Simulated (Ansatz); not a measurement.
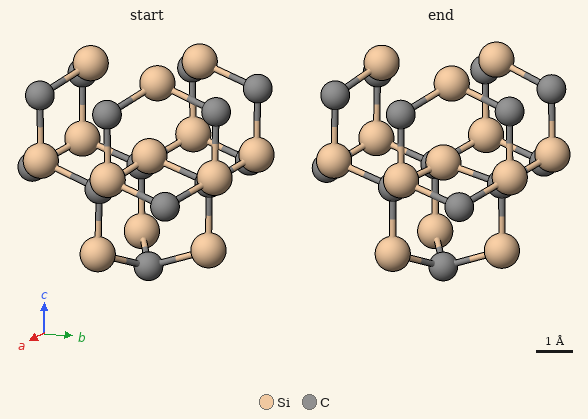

The structure of a defect cell of composition Si96C95 (cell charge +2) before (left) and after (right) a relaxation, at one scale.

The picture is a ball-and-stick view of the atoms within 4.2 Å of the atom that moves most (axes of the cell of the calculation (origin shifted)), seen slightly off an axis.

These are results of DFT, PBEsol, PAW, plane waves (Ansatz), not measurements. (plane-wave cutoff 420 eV; k-point mesh 1 × 1 × 1; mesh shifted by (0.25, 0.25, 0.25); collinear spin; atoms relaxed in a fixed cell; force threshold 0.03 eV/Å; at most 80 steps)

What changed between the two?

A Si atom moves most: 0.18 Å along −c. By element the largest moves are Si 0.18 Å, C 0.07 Å. The cell stays as it was. Near-neighbour distances that change, for instance: C–Si 1.947 → 1.851 Å, C–Si 1.802 → 1.889 Å, C–Si 1.916 → 1.840 Å, C–Si 1.928 → 1.873 Å. Among the angles between lasting bonds that change: Si–C–Si 112.1° → 104.5°, Si–C–Si 111.3° → 104.6°, C–Si–C 108.5° → 113.9°. Over 4 geometry steps the energy falls by 3.342 eV per cell of the calculation. The largest force component goes from 2.1 to 0.014 eV/Å. The program noted that the starting moments weren't kept.

Limits of the set-up: the cell is charged, on a uniform background, and energies carry no finite-size correction.
